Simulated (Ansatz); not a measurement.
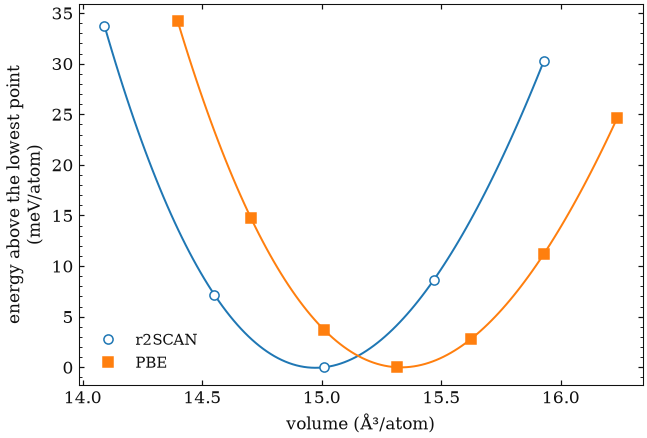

Energy above the lowest point against volume, with one curve for each functional, for Pd (space group Fm-3m).

Settings that differ: r2SCAN: wave cutoff 500 eV, k mesh 15×15×15, occupation width 0.1 eV; PBE: wave cutoff 420 eV, k mesh 24×24×24, occupation width 0.0612 eV.

The fitted equilibrium volumes, smallest first, are r2SCAN 14.97, PBE 15.33 Å³/atom. The fitted bulk moduli, smallest first, are PBE 168, r2SCAN 182 GPa.

Computed with Ansatz 0.2.0 development build: equation of state of a cubic crystal from periodic Kohn-Sham density functional theory without spin, third-order Birch-Murnaghan fit to the free energies; pressure corrected for the finite basis.

- structure type: fcc
- atoms in cell: 1
- space group number: 225
- lattice centring: face-centred primitive
- occupation method: Fermi–Dirac
- datasets: soft-1 PAW
- density tolerance: 1e−07 eV
- bands: 13
- density cutoff ratio: 4
- search for lower states: default
